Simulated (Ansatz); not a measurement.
**Geometry relaxation of Ga₂As₂H₉ (part 4 of 4)**

Ga₂As₂H₉ (26 atoms in the cell); DFT PBE, scalar-relativistic, plane waves, PAW, no spin polarisation (Ansatz 0.2.0); cutoff 420 eV, 1×1×1 k-mesh, Gaussian smearing of 0.05 eV. The structure derives from an entry of the Crystallography Open Database. The run did not end well. It belongs to a series of runs on one base structure; here: cluster of 8 atoms cut as a sphere about bond, cut bonds capped with H.

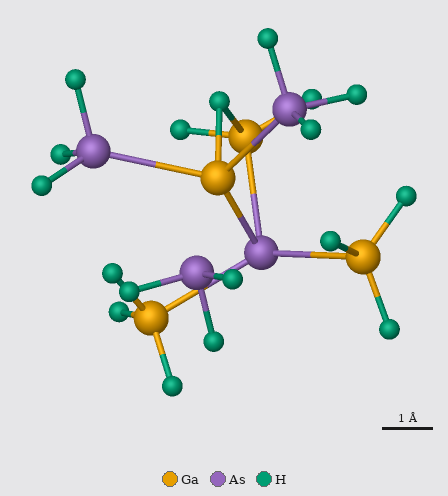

The geometry at step 40 of the log (ball-and-stick view of the molecule without its box, seen at a tilt).

### Outcome

```json
{"quantity": "outcome", "value": "not converged"}
{"quantity": "hardware", "value": "4 threads of Intel Xeon @ 2.50GHz (Skylake/Cascade Lake), 128 GiB of memory available, shared host"}
{"quantity": "wall time", "value": "5.2 min (CPU time 19 min)"}
{"quantity": "peak memory", "value": "1.9 GiB"}
```

### Diagnosis

The run did not converge: “geometry relaxation did not converge after 40 steps: max|allowed force component| = 3.46e-1 eV/Å (threshold 3.0e-2). Raise `relax.max_steps` over both its present limit and 40, loosen `relax.f_tol`, or start from a geometry closer to equilibrium …” Its last values are not results.
